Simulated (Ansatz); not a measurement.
# Monolayer ZrSe2: simulated STM

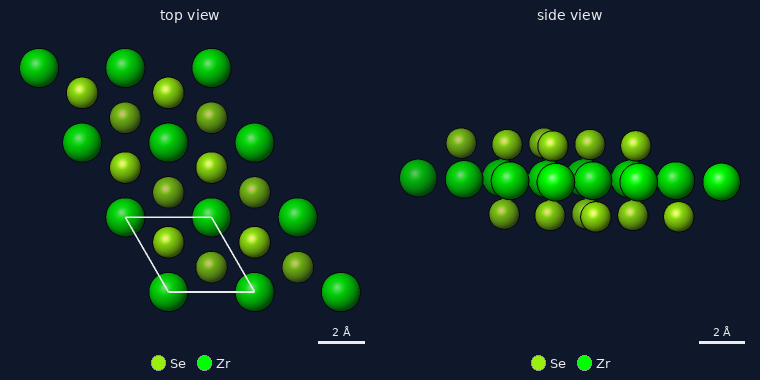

The relaxed structure from above and from the side.

These are results of Ansatz 0.2.0, DFT PBE+D3(BJ), scalar-relativistic, plane waves, PAW, not measurements. Cutoff 420 eV, 33 × 33 k-points, Gaussian smearing 0.05 eV, dipole correction. No spin polarisation.

The STM signal is simulated in the Tersoff–Hamann approximation. Zero bias is put in the middle of the gap by convention. Bias windows are sharp sums over the levels of the k mesh.

```cif
data_structure
_symmetry_space_group_name_H-M 'P 1'
_symmetry_Int_Tables_number 1
_cell_length_a 3.7564
_cell_length_b 3.7564
_cell_length_c 21.1885
_cell_angle_alpha 90.000
_cell_angle_beta 90.000
_cell_angle_gamma 120.000
_cell_volume 258.93
loop_
_atom_site_label
_atom_site_type_symbol
_atom_site_fract_x
_atom_site_fract_y
_atom_site_fract_z
_atom_site_occupancy
Se1 Se 0.66667 0.33333 0.42476 1
Zr1 Zr 0.00000 0.00000 0.50000 1
Se2 Se 0.33333 0.66667 0.57524 1
```

## 1. One image

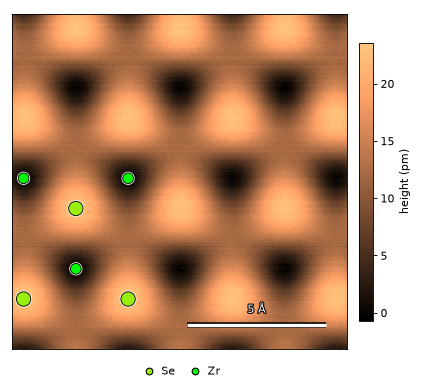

Constant-current image at a set point of 4.9 × 10⁻⁷ e/Å³ of this surface, sample bias +1.40 V. The atoms seen from above are drawn over one corner (deeper ones smaller). Noise was added to mimic a scan.

> Assign the bright and dark features to the surface structure.

The brightest spots lie over the top Se atoms; the darkest points are over the sites above the Zr atoms 1.6 Å below the top plane. The corrugation is 23 pm at a mean tip height of 5.0 Å.

## 2. Approach curves

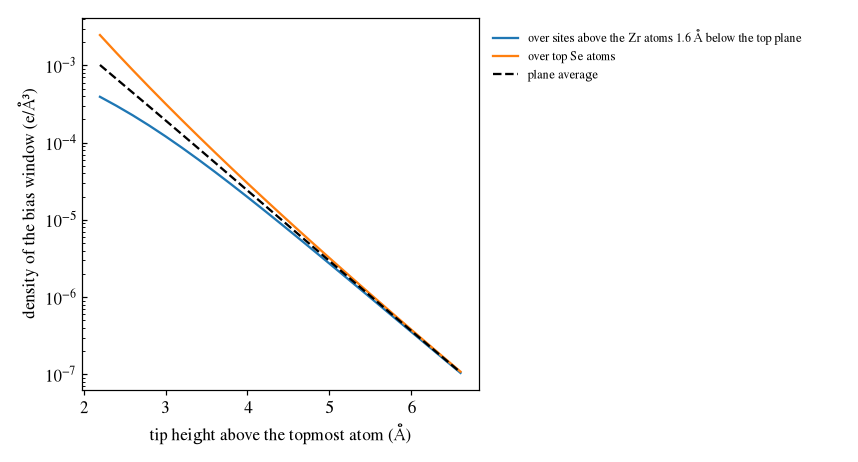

Approach curves over this surface at a sample bias of +2.00 V.

> How fast does the current decay, and what apparent barrier height does that imply?

Near 4 Å the plane average falls as exp(−2.10 z/Å), a factor of 8.2 per ångström, which gives an apparent barrier of 4.2 eV (0.952 eV Å² times the slope squared). The vacuum level lies 5.33 eV above zero bias. The upper edge of the window lies 3.33 eV under it. The apparent barrier is above 3.33 eV. At 4 Å the 0.60 eV of states nearest the upper edge carry 77 % of the density.

## 3. States by depth

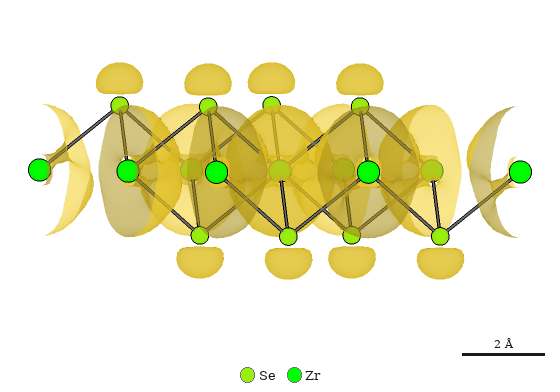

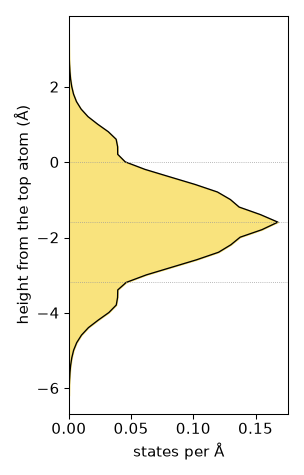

Density of all states between +0.45 and +0.80 eV (zero: the middle of the gap) of this surface: yellow isosurface at 9.9 × 10⁻³ e/Å³, seen from the side, and the full density summed over planes, the part near the nuclei included (dotted lines mark the atomic planes).

The first picture shows the smooth PAW orbitals' density alone; the shares below count all of it.

> How is this energy window spread over the atomic planes?

The window holds 0.45 states per cell. Shares by plane (space cut midway between planes), top to bottom: Se 25 %, Zr 51 %, Se 25 %; the outer planes' shares include the vacuum, and density in a gap between layers is shared out between the planes on either side.
